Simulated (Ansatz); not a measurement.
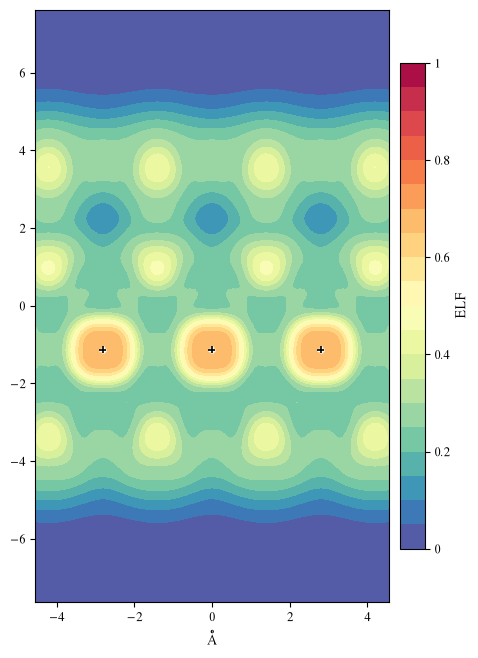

The electron localisation function on a plane through atoms (crosses mark nuclei in the plane).

These are results of DFT PBE, scalar-relativistic, plane waves, PAW in Ansatz 0.2.0, not measurements.

Candidates:
A. HPt₄ (slab), a = 2.81 Å, b = 2.81 Å, c = 25.88 Å, α = 90.00°, β = 90.00°, γ = 120.00°. Computed without spin polarisation.
B. Ga₂O₃, a = 5.06 Å, b = 5.06 Å, c = 13.62 Å, α = 90.00°, β = 90.00°, γ = 120.00°. Space group R-3c; a generated structure, not necessarily the stable one.
C. Pt (slab), a = 2.81 Å, b = 2.81 Å, c = 23.88 Å, α = 90.00°, β = 90.00°, γ = 120.00°. 

### Which candidate gave the map?

Candidate C: Pt on the (100) plane of the calculation cell, a cut from vacuum to vacuum, which holds Pt. Pt–Pt (2.81 Å): the ELF is about 0.30 at the midpoint: no shared electron pair shows on this line.
